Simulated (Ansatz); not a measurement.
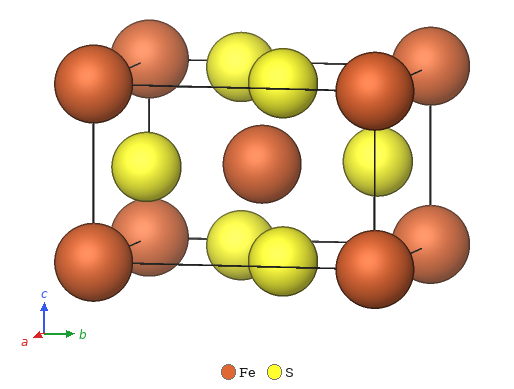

Spheres-only model, viewed slightly off an axis. Thin lines show the simulation cell, with boundary atoms drawn in all their periodic places.

```yaml
crystal:
  lattice:
    - [4.53141, 0.00000, 0.00000]
    - [0.00000, 5.45581, 0.00000]
    - [0.00000, 0.00000, 3.38252]
  atoms:
    - { symbol: Fe, position: [0.00000, 0.00000, 0.00000] }
    - { symbol: Fe, position: [0.50000, 0.50000, 0.50000] }
    - { symbol: S, position: [0.21340, 0.36900, 0.00000] }
    - { symbol: S, position: [0.78660, 0.63100, 0.00000] }
    - { symbol: S, position: [0.71340, 0.13100, 0.50000] }
    - { symbol: S, position: [0.28660, 0.86900, 0.50000] }
```

The calculation used DFT, PAW plane waves, r2SCAN in Ansatz 0.2.0, with an energy cutoff of 500 eV, the zone sampled with 6×5×8 points, Fermi-Dirac smearing of 0.1 eV, no spin polarisation (a spin-restricted run, not always the ground state).

> What does a Bader analysis give?

Fe +0.83 e; S -0.42 e.

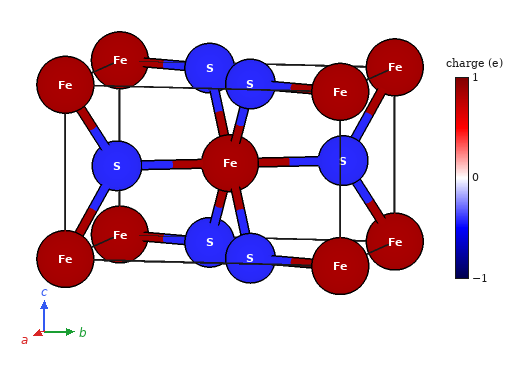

The atoms coloured by those charges.

Where the cell comes from: a generated cell, made by putting these elements into a known structure type (the compound may or may not exist in this form). No relaxation was applied. It went into a calculation with Ansatz.

At this level of theory the cell isn't at rest (stretched, at -4 GPa), so its distances can differ from those at equilibrium, the more so the softer the solid.
